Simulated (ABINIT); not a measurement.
**NaCl: band-structure run (part 4 of 4)**

NaCl (Pm-3m, 2 atoms in the cell); Kohn-Sham DFT of a periodic cell, LDA, PseudoDojo NC SR LDA v0.4.1 standard, no spin polarisation (ABINIT 10.8.3); cutoff 1197.3 eV, 8×8×8 k-mesh, fermi-dirac of 0.05 eV. The structure derives from a Materials Project entry.

Geometry of the input (Å; fractional positions):
```
3.5022  0.0000  0.0000
0.0000  3.5022  0.0000
0.0000  0.0000  3.5022
Cl 0.5000  0.5000  0.5000
Na 0.0000  0.0000  0.0000
```

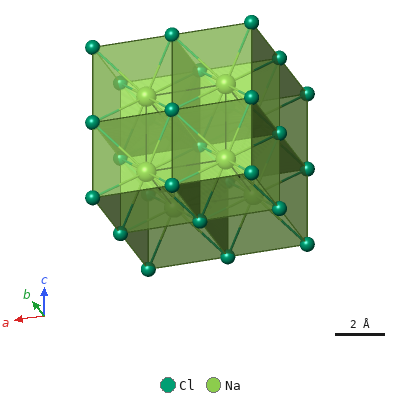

Fig. 1: The structure as given in the input (polyhedral view of the cell of the calculation, seen at an oblique angle; polyhedra are completed across the faces of the cell).

Output, continued
```
 -49.19920  -21.68305  -21.68224  -21.68224  -12.93473   -0.41964   -0.27188   -0.27188
   4.43849    8.83959    8.83959   14.04536   14.67433   14.67433   16.38193   16.38194
 kpt#  31, nband= 16, wtk=  1.00000, kpt=  0.1071  0.1071  0.1071 (reduced coord)
 -49.19890  -21.68560  -21.68399  -21.68399  -12.87513   -0.65880   -0.39493   -0.39493
   4.95418    9.11998    9.11998   13.23173   13.98062   13.98062   16.72570   16.72572
 kpt#  32, nband= 16, wtk=  1.00000, kpt=  0.1429  0.1429  0.1429 (reduced coord)
 -49.19850  -21.68871  -21.68630  -21.68630  -12.79745   -0.89978   -0.54527   -0.54527
   5.55130    9.43454    9.43454   12.48942   13.27611   13.27611   17.12015   17.12015
 kpt#  33, nband= 16, wtk=  1.00000, kpt=  0.1786  0.1786  0.1786 (reduced coord)
 -49.19802  -21.69203  -21.68903  -21.68903  -12.70658   -1.11088   -0.70837   -0.70837
   6.15332    9.67413    9.67413   11.88497   12.71349   12.71349   17.57397   17.57398
 kpt#  34, nband= 16, wtk=  1.00000, kpt=  0.2143  0.2143  0.2143 (reduced coord)
 -49.19750  -21.69531  -21.69205  -21.69205  -12.60775   -1.27695   -0.87178   -0.87178
   6.66843    9.67157    9.67157   11.51101   12.48280   12.48280   18.07481   18.07488
 kpt#  35, nband= 16, wtk=  1.00000, kpt=  0.2500  0.2500  0.2500 (reduced coord)
 -49.19694  -21.69834  -21.69518  -21.69518  -12.50609   -1.39466   -1.02600   -1.02600
   6.99777    9.36417    9.36417   11.47197   12.65396   12.65396   17.65131   18.58513
 kpt#  36, nband= 16, wtk=  1.00000, kpt=  0.2857  0.2857  0.2857 (reduced coord)
 -49.19639  -21.70101  -21.69827  -21.69827  -12.40634   -1.46898   -1.16447   -1.16447
   7.10781    8.89455    8.89455   11.80548   13.08405   13.08405   16.35616   19.05023
 kpt#  37, nband= 16, wtk=  1.00000, kpt=  0.3214  0.3214  0.3214 (reduced coord)
 -49.19587  -21.70330  -21.70117  -21.70117  -12.31277   -1.51007   -1.28319   -1.28319
   7.07768    8.40255    8.40255   12.42397   13.62976   13.62976   15.17094   19.41265
 kpt#  38, nband= 16, wtk=  1.00000, kpt=  0.3571  0.3571  0.3571 (reduced coord)
 -49.19540  -21.70520  -21.70374  -21.70374  -12.22927   -1.52997   -1.38015   -1.38015
   7.01787    7.95740    7.95740   13.13062   14.18963   14.21532   14.21532   19.60537
 kpt#  39, nband= 16, wtk=  1.00000, kpt=  0.3929  0.3929  0.3929 (reduced coord)
 -49.19502  -21.70671  -21.70585  -21.70585  -12.15948   -1.53918   -1.45476   -1.45476
   6.99538    7.59140    7.59140   12.97537   14.28010   14.79457   14.79457   19.57670
 kpt#  40, nband= 16, wtk=  1.00000, kpt=  0.4286  0.4286  0.4286 (reduced coord)
 -49.19473  -21.70782  -21.70743  -21.70743  -12.10672   -1.54427   -1.50731   -1.50731
   7.02395    7.32117    7.32117   12.30073   15.03100   15.31941   15.31941   19.36911
 kpt#  41, nband= 16, wtk=  1.00000, kpt=  0.4643  0.4643  0.4643 (reduced coord)
 -49.19455  -21.70850  -21.70841  -21.70841  -12.07377   -1.54752   -1.53844   -1.53844
   7.07494    7.15587    7.15587   11.82790   15.63336   15.71398   15.71398   19.12512
 kpt#  42, nband= 16, wtk=  1.00000, kpt=  0.5000  0.5000  0.5000 (reduced coord)
 -49.19449  -21.70874  -21.70874  -21.70874  -12.06256   -1.54874   -1.54874   -1.54874
   7.10026    7.10026    7.10026   11.65913   15.86752   15.86752   15.86752   19.01494
 kpt#  43, nband= 16, wtk=  1.00000, kpt=  0.4545  0.5000  0.4545 (reduced coord)
 -49.19455  -21.70897  -21.70819  -21.70809  -12.07463   -1.56894   -1.53159   -1.52207
   7.05594    7.14264    7.19536   11.84090   15.56681   15.65292   15.80612   19.07997
 kpt#  44, nband= 16, wtk=  1.00000, kpt=  0.4091  0.5000  0.4091 (reduced coord)
 -49.19474  -21.70967  -21.70658  -21.70620  -12.10964   -1.62916   -1.47873   -1.44315
   6.95808    7.26987    7.47186   12.34720   14.82706   15.13009   15.63000   19.11620
 kpt#  45, nband= 16, wtk=  1.00000, kpt=  0.3636  0.5000  0.3636 (reduced coord)
 -49.19505  -21.71082  -21.70397  -21.70323  -12.16419   -1.72763   -1.38680   -1.31531
   6.87668    7.48226    7.89997   13.09090   13.90841   14.47045   15.36553   19.14680
 kpt#  46, nband= 16, wtk=  1.00000, kpt=  0.3182  0.5000  0.3182 (reduced coord)
 -49.19544  -21.71239  -21.70049  -21.69941  -12.23313   -1.85947   -1.25258   -1.14441
   6.86790    7.78022    8.41091   13.01272   13.76701   13.93263   15.10223   19.02988
 kpt#  47, nband= 16, wtk=  1.00000, kpt=  0.2727  0.5000  0.2727 (reduced coord)
 -49.19588  -21.71430  -21.69634  -21.69506  -12.31025   -2.01558   -1.07537   -0.93928
   6.96009    8.16422    8.83880   12.36843   13.06625   14.23853   15.44167   18.95880
 kpt#  48, nband= 16, wtk=  1.00000, kpt=  0.2273  0.5000  0.2273 (reduced coord)
 -49.19635  -21.71643  -21.69181  -21.69053  -12.38894   -2.18300   -0.85937   -0.71220
   7.15804    8.63451    8.88002   12.30855   12.39831   13.86134   16.50799   18.16605
 kpt#  49, nband= 16, wtk=  1.00000, kpt=  0.1818  0.5000  0.1818 (reduced coord)
 -49.19680  -21.71860  -21.68728  -21.68619  -12.46288   -2.34665   -0.61583   -0.47943
   7.44875    8.46663    9.19080   11.79007   12.91518   13.36071   16.91404   17.71666
 kpt#  50, nband= 16, wtk=  1.00000, kpt=  0.1364  0.5000  0.1364 (reduced coord)
 -49.19719  -21.72062  -21.68314  -21.68239  -12.52647   -2.49161   -0.36528   -0.26123
   7.80350    7.89003    9.83115   11.26986   12.83642   13.90129   15.70127   18.76725
 kpt#  51, nband= 16, wtk=  1.00000, kpt=  0.0909  0.5000  0.0909 (reduced coord)
 -49.19750  -21.72225  -21.67982  -21.67943  -12.57519   -2.60497   -0.13915   -0.08068
   7.36713    8.17325   10.54851   10.86772   12.34518   14.56179   15.03675   18.56561
 kpt#  52, nband= 16, wtk=  1.00000, kpt=  0.0455  0.5000  0.0455 (reduced coord)
 -49.19769  -21.72333  -21.67766  -21.67756  -12.60574   -2.67698    0.02239    0.03940
   7.01010    8.47626   10.61216   11.31020   11.96923   13.54234   16.13055   18.40900
 kpt#  53, nband= 16, wtk=  1.00000, kpt=  0.0000  0.5000  0.0000 (reduced coord)
 -49.19776  -21.72370  -21.67692  -21.67692  -12.61615   -2.70165    0.08162    0.08162
   6.88336    8.59904   10.52433   11.82209   11.82209   12.94384   16.71761   18.34229

== END DATASET(S) ==============================================================
================================================================================

 -outvars: echo values of variables after computation  --------
            acell      6.6181799409E+00  6.6181799409E+00  6.6181799409E+00 Bohr
           etotal1    -6.2137075731E+01
            fcart1    -0.0000000000E+00 -0.0000000000E+00 -0.0000000000E+00
                      -0.0000000000E+00 -0.0000000000E+00 -0.0000000000E+00
           strten1     1.0486027087E-04  1.0486027087E-04  1.0486027087E-04
                       0.0000000000E+00  0.0000000000E+00  0.0000000000E+00
           xangst      1.7510949988E+00  1.7510949988E+00  1.7510949988E+00
                      -1.1887902888E-09 -1.1887902888E-09 -1.1887902888E-09
             xred      4.9999999966E-01  4.9999999966E-01  4.9999999966E-01
                      -3.3944197453E-10 -3.3944197453E-10 -3.3944197453E-10
 Calculation completed.
```

Summary

- outcome: converged
- space group (tolerance 0.01 Å): Pm-3m (221)
- electrons treated: 16
- free energy: −1690.8360 eV
- Fermi energy: 2.293 eV
- gap on the k-point mesh: 3.60 eV
- gap on the band path: 3.60 eV
- pressure: −3.09 GPa
- largest force (length of the vector): under 0.001 eV/Å
- wall time: 78 s
- peak memory: 0.11 GiB
